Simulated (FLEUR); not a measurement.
## A series of single points on CdSe

System: CdSe (P6₃mc, 4 atoms in the cell).
Method: Kohn-Sham DFT of a periodic cell, RPBE, all-electron, no spin polarisation (FLEUR MaX-R8.1 (later development tree)).

The 5 runs differ only in the geometry, by an even scaling of the cell at fixed fractional positions. The structure derives from an entry of the Crystallography Open Database.

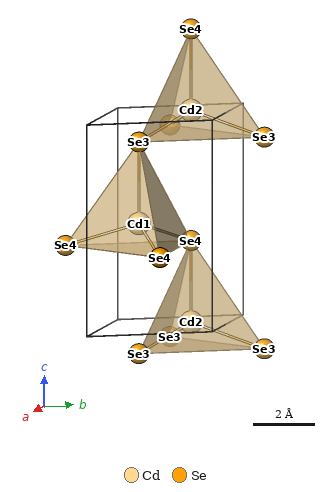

Figure 1. The structure of run 3 (polyhedral view of the cell of the calculation, seen slightly off an axis; polyhedra are completed across the faces of the cell; atoms are numbered from 1 in the order of the input).

## Input of run 3
```
<?xml version="1.0" encoding="UTF-8" standalone="no"?>
<fleurInput fleurInputVersion="0.39">
   <comment>
      CdSe                                                                                                
   </comment>
   <calculationSetup>
      <cutoffs Kmax="4.07" Gmax="12.6" GmaxXC="12.6" numbands="0"/>
      <scfLoop itmax="60" minDistance="0.00001" maxIterBroyd="15" imix="Anderson" alpha="0.05" precondParam="0.0" spinf="2.0" sdNocoIR="T"/>
      <coreElectrons ctail="T" frcor="F" kcrel="0" coretail_lmax="0"/>
      <xcFunctional name="Rpbe" relativisticCorrections="F"/>
      <magnetism jspins="1"/>
      <soc l_soc="F" theta="0.0" phi="0.0" spav="F"/>
      <expertModes spex="0" secvar="F"/>
      <geometryOptimization l_f="F" forcealpha="1.0" forcemix="BFGS" epsdisp="0.00001" epsforce="0.00001"/>
      <ldaU l_linMix="F" mixParam="0.05" spinf="1.0"/>
   </calculationSetup>
   <cell>
      <bzIntegration valenceElectrons="72.0" mode="hist" fermiSmearingEnergy="0.00183747">
         <kPointListSelection listName="default-1"/>
         <!-- k-points included here -->
         <xi:include xmlns:xi="http://www.w3.org/2001/XInclude" href="kpts.xml"> </xi:include>
      </bzIntegration>
      <!-- symmetry operations included here -->
      <xi:include xmlns:xi="http://www.w3.org/2001/XInclude" href="sym.xml"> </xi:include>
      <bulkLattice scale="1.0000000000">
         <bravaisMatrix>
            <row-1>    8.1258223357799988     0.0000000000000000     0.0000000000000000</row-1>
            <row-2>   -4.0629111678899994     7.0371685694753445     0.0000000000000000</row-2>
            <row-3>    0.0000000000000000     0.0000000000000000    13.2658773946919979</row-3>
         </bravaisMatrix>
      </bulkLattice>
   </cell>
   <atomSpecies>
      <species name="Cadmium (Cd)" element="Cd" atomicNumber="48">
         <mtSphere radius="2.4" gridPoints="817" logIncrement="0.016"/>
         <atomicCutoffs lmax="10" lnonsphr="8"/>
         <electronConfig flipSpins="F">
            <coreConfig>(1s1/2) (2s1/2) (2p1/2) (2p3/2) (3s1/2) (3p1/2) (3p3/2) (3d3/2) (3d5/2)</coreConfig>
            <valenceConfig>(4s1/2) (4p1/2) (4p3/2) (5s1/2) (4d3/2) (4d5/2)</valenceConfig>
         </electronConfig>
         <energyParameters s="5" p="5" d="4" f="4"/>
         <lo type="SCLO" l="0" n="4" eDeriv="0"/>
         <lo type="SCLO" l="1" n="4" eDeriv="0"/>
         <lo type="SCLO" l="1" n="4" eDeriv="1"/>
         <lo type="SCLO" l="2" n="4" eDeriv="2"/>
         <lo type="SCLO" l="3" n="4" eDeriv="2"/>
      </species>
      <species name="Selenium (Se)" element="Se" atomicNumber="34">
         <mtSphere radius="2.04" gridPoints="695" logIncrement="0.018"/>
         <atomicCutoffs lmax="8" lnonsphr="6"/>
         <electronConfig flipSpins="F">
            <coreConfig>(1s1/2) (2s1/2) (2p1/2) (2p3/2) (3s1/2) (3p1/2) (3p3/2)</coreConfig>
            <valenceConfig>(3d3/2) (3d5/2) (4s1/2) (4p1/2) (4p3/2)</valenceConfig>
            <stateOccupation state="(4p1/2)" spinUp="0.666667" spinDown="0.666667"/>
            <stateOccupation state="(4p3/2)" spinUp="1.333333" spinDown="1.333333"/>
         </electronConfig>
         <energyParameters s="4" p="4" d="4" f="4"/>
         <lo type="SCLO" l="2" n="3" eDeriv="0"/>
         <lo type="SCLO" l="0" n="4" eDeriv="2"/>
         <lo type="SCLO" l="1" n="4" eDeriv="2"/>
         <lo type="SCLO" l="3" n="4" eDeriv="2"/>
      </species>
   </atomSpecies>
   <atomGroups>
      <atomGroup species="Cadmium (Cd)">
         <relPos label="                   1">-1.000/3.000 1.000/3.000 1.000/2.000</relPos>
         <relPos label="                   2">1.000/3.000 -1.000/3.000 .0000000000</relPos>
         <force calculate="T" relaxXYZ="TTT"/>
      </atomGroup>
      <atomGroup species="Selenium (Se)">
         <relPos label="                   3">-1.000/3.000 1.000/3.000 -.1150000000</relPos>
         <relPos label="                   4">1.000/3.000 -1.000/3.000 .3850000000</relPos>
         <force calculate="T" relaxXYZ="TTT"/>
      </atomGroup>
   </atomGroups>
   <output dos="F" band="F" slice="F">
      <checks vchk="F" cdinf="F"/>
      <bandDOS minEnergy="-.5*Htr" maxEnergy="0.5*Htr" sigma="0.015" storeEVData="T"/>
      <vacuumDOS vacdos="F" integ="F" star="F" nstars="0" locx1="0.0" locy1="0.0" locx2="0.0" locy2="0.0" nstm="0" tworkf="0.0"/>
      <unfoldingBand unfoldBand="F" supercellX="1" supercellY="1" supercellZ="1"/>
      <plotting iplot="0" polar="F">
         <plot TwoD="T" vec1="  1.0  0.0  0.0" vec2="  0.0  1.0  0.0" vec3="  0.0  0.0  1.0" zero="  0.0  0.0  0.0" file="plot"/>
      </plotting>
      <chargeDensitySlicing numkpt="0" minEigenval="0.0" maxEigenval="0.0" nnne="0" pallst="F"/>
      <specialOutput eonly="F"/>
      <moessbauerParams electricFieldGradient="T" isomerShift="T" coreHyperfine="T" valenceHyperfine="T"/>
      <magneticCircularDichroism mcd="F" energyLo="-10.0" energyUp="0.0"/>
   </output>
  <!-- We include the file relax.xml here to enable relaxations (see documentation) -->
  <xi:include xmlns:xi="http://www.w3.org/2001/XInclude" href="relax.xml"> <xi:fallback/> </xi:include>
</fleurInput>
```

Command:
```bash
inpgen -f crystal.txt -profile fastHighL; fleur_MPI
```

Run 2 has the same physical settings and fractional positions; its lattice vectors (Å) are:
```
   4.241885    0.000000    0.000000
  -2.120942    3.673580    0.000000
   0.000000    0.000000    6.925124
```

## Results, with one run withheld

```csv
run,volume per atom (Å³),"free energy per atom, from the lowest run given (meV)",gap on the mesh (eV)
1,26.416,108.59,1.24
2,26.978,?,?
3,28.102,34.93,1.10
4,29.227,8.20,1.01
5,29.789,0.00,0.96
```

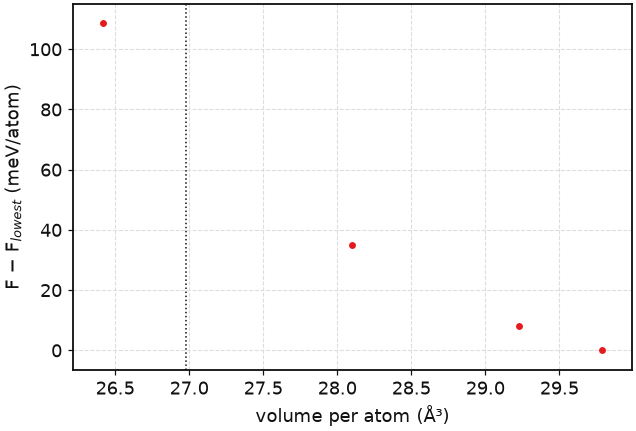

Figure 2. Free energy per atom of the runs given; the dotted line marks run 2.

Fit the runs given and predict run 2.

A quadratic polynomial in V^(−2/3) (the Birch–Murnaghan form), fitted to the 4 runs given, misses them by at most 0.15 meV per atom. With x = V^(−2/3) − 0.10760 Å⁻², it reads F = 28.197 + 11079 x + 8.8496e+05 x² (meV per atom). At run 2 it gives 79.05 meV per atom, and the run itself gives 79.02. The fit has no minimum inside this range. The gap on the mesh goes, without turning, from 1.24 eV in run 1 to 0.96 eV in run 5; run 2 has 1.19 eV. These are gaps of this functional on this mesh, which can miss the band edges; they aren't the measured gap.

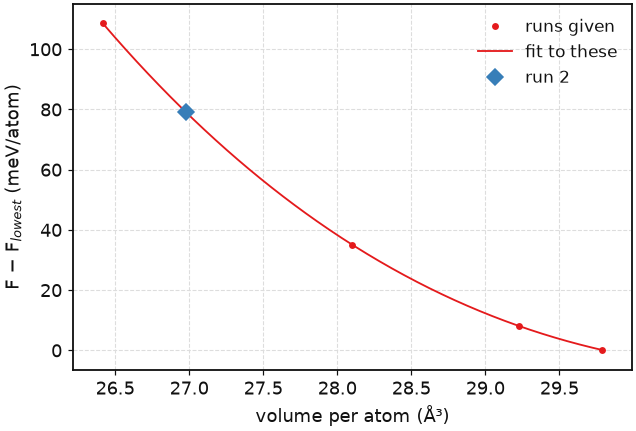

Figure 3. The fit and the withheld run.

## Output (run 2)
```
Welcome to FLEUR        (www.flapw.de)
      MaX-Release 8.1          (www.max-centre.eu)

 ========== k-point set info ==========
 Selected k-point list: default-1
 k-point list type: mesh
 7 x 7 x 4
 Number of k points: 24

 ------------Calculation Setup---------------------------
 Number of MPI-tasks      :            1
 Number of PE/node        :            1
 Number of OMP-threads    :            1
 Most efficient MPI parallelization for:
           1           2           3           4           6           8          12          24
 Additional eigenvalue parallelization possible
 Number of basis functions:          980
 Approximate size of matrices (H+S) per k-point:         0.029 GB
 --------------------------------------------------------

 Iteration:     1   Distance:       6.46931363 me/bohr^3

 Iteration:     2   Distance:       5.86002931 me/bohr^3

 Iteration:     3   Distance:       3.37819754 me/bohr^3

 Iteration:     4   Distance:       1.28072145 me/bohr^3

 Iteration:     5   Distance:       0.99271548 me/bohr^3

 Iteration:     6   Distance:       0.22266030 me/bohr^3

 Iteration:     7   Distance:       0.14168386 me/bohr^3

 Iteration:     8   Distance:       0.06777661 me/bohr^3

 Iteration:     9   Distance:       0.00902200 me/bohr^3

 Iteration:    10   Distance:       0.00835737 me/bohr^3

 Iteration:    11   Distance:       0.00183607 me/bohr^3

 Iteration:    12   Distance:       0.00108804 me/bohr^3

 Iteration:    13   Distance:       0.00064964 me/bohr^3

 Iteration:    14   Distance:       0.00010339 me/bohr^3

 Iteration:    15   Distance:       0.00005914 me/bohr^3

 Iteration:    16   Distance:       0.00005455 me/bohr^3

 Iteration:    17   Distance:       0.00002363 me/bohr^3

 Iteration:    18   Distance:       0.00000623 me/bohr^3

 ********************************************************************
 Run finished successfully
 Stop message:
   all done
 ********************************************************************
```
